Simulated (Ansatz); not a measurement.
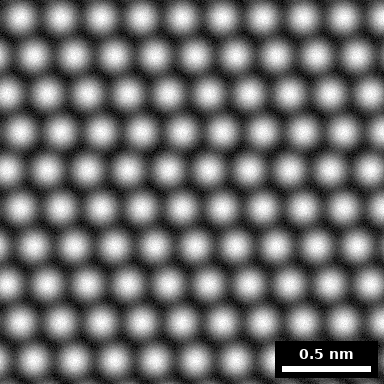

Z-contrast image of Ru (Fm-3m, No. 225) along [110]. Simulated incoherent Z contrast: every atom adds Z^1.8 spread by a probe of 1.30 Å full width; channelling and multiple scattering are left out. The probe carries 15 % of its weight in a tail 2.5 times as wide. The display is stretched by a gamma of 0.65; percentages refer to the linear signal. Shot noise was added.

One planar defect was built into the perfect crystal by geometry alone, without relaxation. Host structure: the geometry given to an electronic-structure calculation, possibly off equilibrium; the starting structure was generated, so it need not be a known form of this composition.

> Find the planar defect and say what kind it is.

A planar fault (a stacking fault) runs horizontally about 9 Å below the top edge. The part above it is shifted along the boundary by 2/3 of the 2.31 Å repeat of the rows (1.5 Å to the right, the same as 0.8 Å to the left); both parts keep the same orientation.
